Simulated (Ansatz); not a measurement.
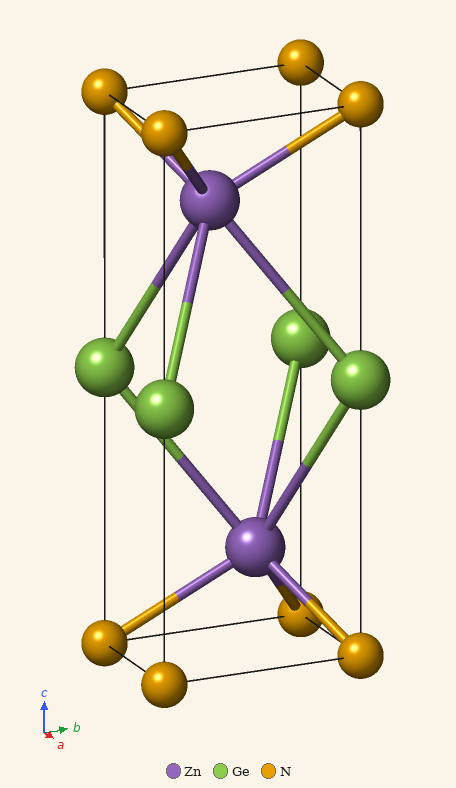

Crystal structure, ball-and-stick style, seen slightly off an axis. The edges of the conventional unit cell are marked. Cell: a = 3.16 Å, b = 3.16 Å, c = 6.59 Å, α = 90.00°, β = 90.00°, γ = 120.00°.

Starting structure: a structure type filled with these elements by a generator (whether the compound takes this form wasn't checked). Earlier steps of the study may have refined or changed the cell and positions. It was run through Ansatz as a DFT input.

Notes on the structure:

The material is Zn$_{2}$GeN. The space group is P-3m1 (No. 164); the lattice is primitive hexagonal. There are 4 atoms in the cell: 2 Zn, 1 Ge, 1 N. Ge bonds to six Zn at about 2.9 Å. N is surrounded by six Zn in a distorted octahedral arrangement at about 2.1 Å. The bonds build a three-dimensional framework.

The numbers come from DFT PBE, scalar-relativistic, plane waves, PAW in Ansatz 0.2.0, using E_cut = 420 eV, k-grid 18×18×8, Gaussian smearing of 0.1 eV, no spin polarisation.

Is it conducting or gapped at this level?

A metal: bands cross the Fermi level.

What charge does Bader's analysis assign to each element?

Zn +0.78 e; Ge -0.12 e; N -1.44 e.

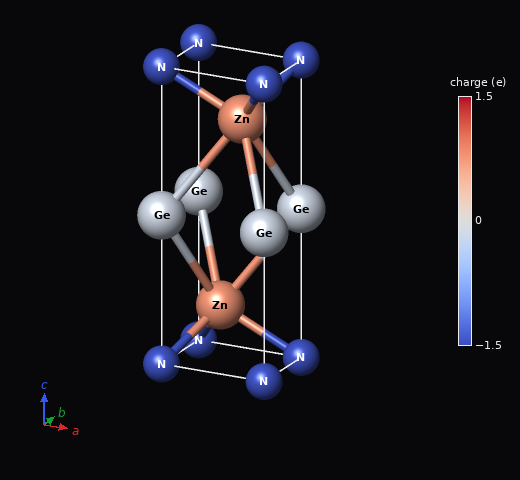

The atoms coloured by those charges. The run's cell of 4 atoms is drawn.

Do the forces and the stress vanish for this geometry?

Yes. All forces vanish to within 0.01 eV/Å. The pressure is 0.0 GPa, close to zero.
